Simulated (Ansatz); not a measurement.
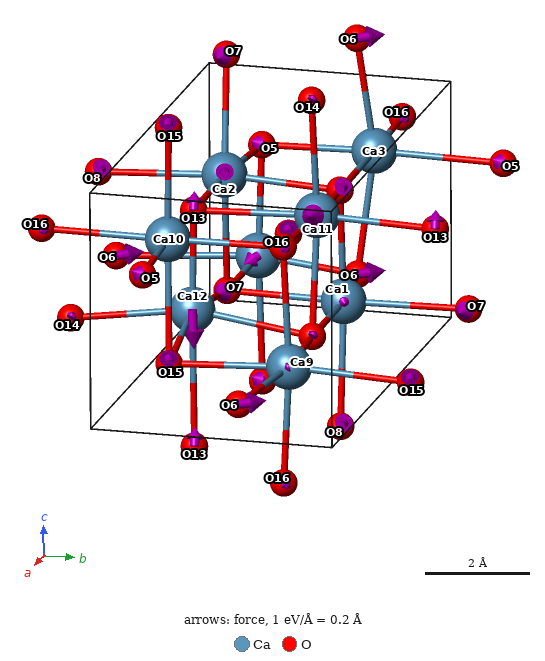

Starting geometry of solid CaO (built on the FeSi-198 type type) with the computed forces as purple arrows. The picture is a ball-and-stick view of the cell of the calculation, seen slightly off an axis.

Case: shaken.

The calculation used DFT, PBEsol, plane waves, PAW in Ansatz 0.2.0. Set-up: plane-wave cutoff 420 eV; k-point mesh 2 × 4 × 4; occupations fermi dirac; smearing width 0.05 eV; no spin polarisation; cell and atoms relaxed; force threshold 0.01 eV/Å; at most 120 steps.

> What follows when this structure is relaxed?

It isn't relaxed: the largest force vector, on a Ca atom, is 3.89 eV/Å. The atoms end up moving mostly along the starting forces (cosine between the two patterns 0.91). After 5 accepted moves (7 points after the start) the energy has fallen by 157 meV per atom. Largest force component: 3.9 eV/Å at the start, 0.00013 eV/Å at the end. The pressure goes from 5.61 to 0.00 GPa. At 2 points the geometry stayed and the basis and grid were re-selected for the new cell (energy shift of 0.2 meV per atom at most each time). The atom that moves furthest relative to the cell is an O atom (0.36 Å along [−1 3 1]). Largest moves by element: O 0.36 Å, Ca 0.32 Å. The volume changes by +0.4 %, with a 9.523 → 9.534 Å (+0.1 %), b 4.791 → 4.767 Å (−0.5 %), c 4.730 → 4.767 Å (+0.8 %), α 90.5° → 90.0°, β 89.3° → 90.0°, γ 89.7° → 90.0°. Among the contacts that change: Ca–O 2.763 → 2.384 Å, Ca–O 2.010 → 2.384 Å, Ca–O 2.723 → 2.383 Å, Ca–Ca 3.053 → 3.371 Å. Among the angles between lasting bonds that change: Ca–O–Ca 159.4° → 180.0°, O–Ca–O 159.4° → 180.0°, Ca–O–Ca 72.2° → 90.0°. The space group (tolerance 0.01 Å) goes from P1 (No. 1) to Fm-3m (No. 225). The run took 25 s on 1 × NVIDIA H100 80GB HBM3 with 2 threads of AMD EPYC 7R13 Processor (Zen 3), on a shared host, peak memory 1.2 GiB.
